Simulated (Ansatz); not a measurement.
B17P16 (cell charge +1, with a compensating background) (cell with a defect)

Input

```
crystal:
  lattice:
    - [-4.5481928018, -4.5481928018, 4.5481928018]
    - [4.5481928018, -4.5481928018, -4.5481928018]
    - [4.5481928018, 4.5481928018, 4.5481928018]
  atoms:
    - { symbol: B, position: [0.25, 0.5, 0.25] }
    - { symbol: B, position: [0.0, 0.4915153732, 0.5] }
    - { symbol: B, position: [0.5, 0.25, 0.25] }
    - { symbol: B, position: [0.2547426751, 0.2547426751, 0.5] }
    - { symbol: B, position: [0.0, 0.2547426751, 0.7547426751] }
    - { symbol: B, position: [0.75, 0.5, 0.75] }
    - { symbol: B, position: [0.5084846268, 0.5084846268, 0.0084846268] }
    - { symbol: B, position: [0.0, 0.7452573249, 0.2452573249] }
    - { symbol: B, position: [0.7452573249, 0.0, 0.2452573249] }
    - { symbol: B, position: [0.4915153732, 0.0, 0.5] }
    - { symbol: B, position: [0.2547426751, 0.0, 0.7547426751] }
    - { symbol: B, position: [0.0, 0.0, -0.0084846268] }
    - { symbol: B, position: [0.75, 0.25, 0.0] }
    - { symbol: B, position: [0.7452573249, 0.7452573249, 0.5] }
    - { symbol: B, position: [0.5, 0.75, 0.75] }
    - { symbol: B, position: [0.25, 0.75, 0.0] }
    - { symbol: P, position: [0.2493969274, 0.7485590869, 0.2485590869] }
    - { symbol: P, position: [0.0, 0.7425506621, 0.5] }
    - { symbol: P, position: [0.4991621595, 0.4991621595, 0.2506030726] }
    - { symbol: P, position: [0.2514409131, 0.5008378405, 0.5] }
    - { symbol: P, position: [0.0, 0.5008378405, 0.7514409131] }
    - { symbol: P, position: [0.7485590869, 0.7485590869, 0.7493969274] }
    - { symbol: P, position: [0.4991621595, 0.7506030726, -0.0008378405] }
    - { symbol: P, position: [0.0, 0.0, 0.2425506621] }
    - { symbol: P, position: [0.7485590869, 0.2493969274, 0.2485590869] }
    - { symbol: P, position: [0.5008378405, 0.2514409131, 0.5] }
    - { symbol: P, position: [0.2574493379, 0.2574493379, 0.7574493379] }
    - { symbol: P, position: [0.0, 0.2514409131, 0.0008378405] }
    - { symbol: P, position: [0.7506030726, 0.4991621595, -0.0008378405] }
    - { symbol: P, position: [0.7425506621, 0.0, 0.5] }
    - { symbol: P, position: [0.5008378405, 0.0, 0.7514409131] }
    - { symbol: P, position: [0.2514409131, 0.0, 0.0008378405] }
    - { symbol: B, position: [0.0, 0.0, 0.5] }
  host:
    lattice:
      - [0.0, 2.2740964009, 2.2740964009]
      - [2.2740964009, 0.0, 2.2740964009]
      - [2.2740964009, 2.2740964009, 0.0]
    atoms:
      - { symbol: B, position: [0.0, 0.0, 0.0] }
      - { symbol: P, position: [0.25, 0.25, 0.25] }
total_charge: 1
basis:
  ecutwfc: 420
  xc_grid: 2
kpoints:
  mp_grid: { grid: [2, 2, 2], shift: [0.5, 0.5, 0.5] }
hamiltonian:
  xc: pbe
scf:
  occupations: { method: gaussian, width: 0.01 }
output:
  forces: true
  stress: false
  eigenvalues: true
  charged_corrections:
    defect_position: [0.0, 0.0, 0.5]
    epsilon: [[9.2563, 0.0, 0.0], [0.0, 9.2563, 0.0], [0.0, 0.0, 9.2563]]
  write_density: true
  write_potential: true
  elf: true
  volumetric_format: npy
relax:
  adjacent_minimum: "off"
  f_tol: 0.025
  max_steps: 45
```

Command:

```sh
ansatz run input.yaml --threads 4 --pin off --max-ram 10240MiB --backend cpu --events-out ev --progress --plain --runs-dir out
```

Theory: DFT PBE, scalar-relativistic, plane waves, PAW (Ansatz).

In a PAW calculation such maps are meaningful between the atoms, not at the nuclei.

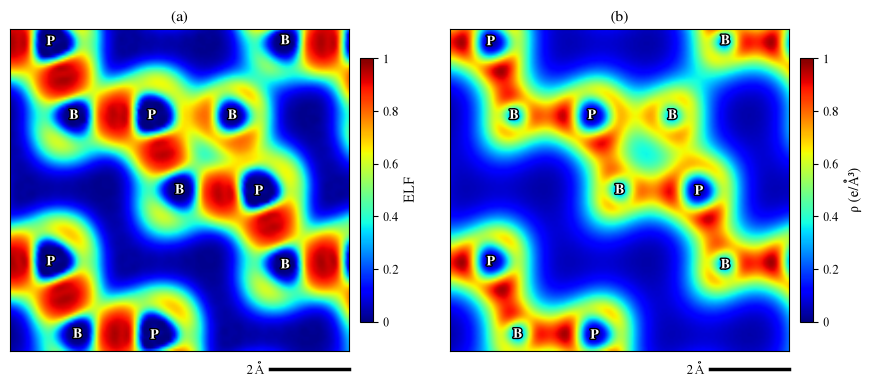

Figure 1. (a) ELF; (b) valence pseudo-density on the (010) plane of the calculation cell.

> Read the bonding off the picture.

The section cuts through B and P sites. B–P (1.95 Å): ρ at the midpoint is about 0.91 e/Å³; the ELF peaks at about 0.95 between the atoms: localised, covalent bonding. B–P (2.01 Å): ρ is about 0.81 e/Å³ halfway; the ELF peaks at about 0.95 between the atoms. Between the atoms the lowest density in this plane is 0.04 e/Å³.

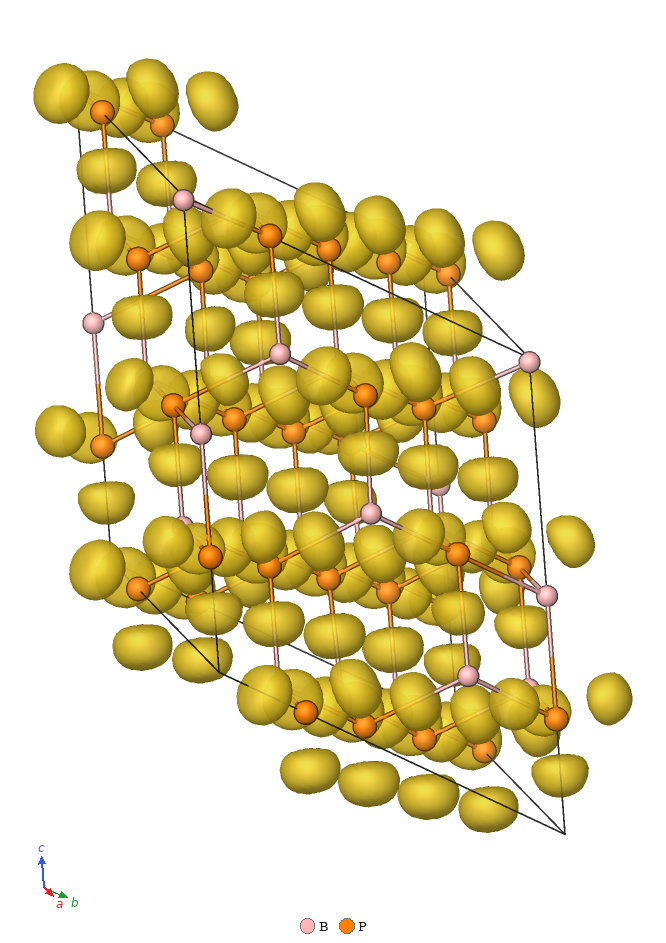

Figure 2. Isosurface of the electron localisation function at 0.85 (yellow), seen slightly off an axis. Only the valence region is drawn (cores and ρ < 0.01 e/Å³ removed). Sticks mark near contacts.

> Where are the electrons localised?

The ELF exceeds this value in 64 regions between bonded B–P atoms (shared pairs), counted in one cell of 33 atoms. Any copies at cell faces, edges or corners count once.

> Does the calculation give a band gap?

It is gapped, with a Kohn–Sham gap of 1.4 eV on the k-point mesh, an upper bound to the gap of this method.
